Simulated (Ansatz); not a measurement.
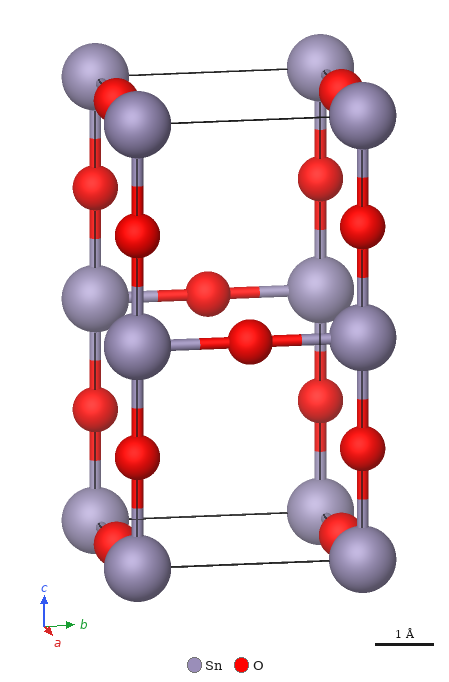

We look at a ball-and-stick model of the crystal slightly off an axis. The edges of the conventional unit cell are marked. Cell: a = 3.95 Å, b = 3.95 Å, c = 7.83 Å, α = 90.00°, β = 90.00°, γ = 90.00°.

The structure was taken from a structure type filled with these elements by a generator (whether the compound takes this form wasn't checked). Earlier steps of the study may have refined or changed the cell and positions. It was run through Ansatz as a DFT input.

Notes on the structure:

The solid is SnO2. Space group: P4_2/mmc (No. 131). Lattice: primitive tetragonal. With Z = 2, the cell contains 2 Sn, 4 O. Around each Sn lie four O in a square planar arrangement at about 2.0 Å. Around each O lie two Sn in a linear arrangement at about 2.0 Å. The bonds build a three-dimensional framework.

The numbers come from Ansatz 0.2.0, DFT PBE, scalar-relativistic, plane waves, PAW, using 420 eV cutoff, a 10×10×6 mesh of k-points, Gaussian smearing of 0.1 eV, no spin polarisation.

Is the electronic structure metallic or gapped?

A metal: bands cross the Fermi level.

Predict the Bader charges.

Sn +2.28 e; O -1.14 e.

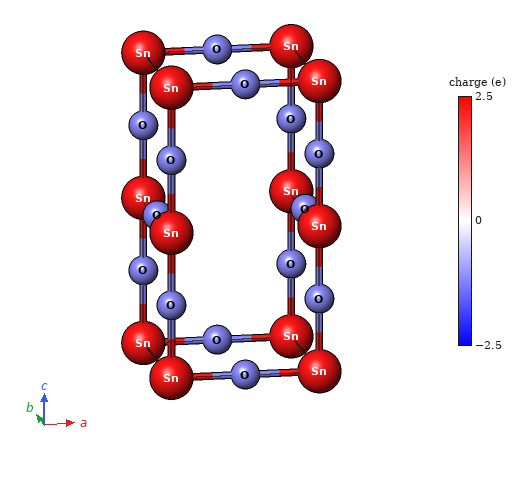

The atoms coloured by those charges. The run's cell of 6 atoms is drawn.

Is this an equilibrium geometry for the method given?

Yes. All forces vanish to within 0.01 eV/Å. The pressure is 0.0 GPa, close to zero.
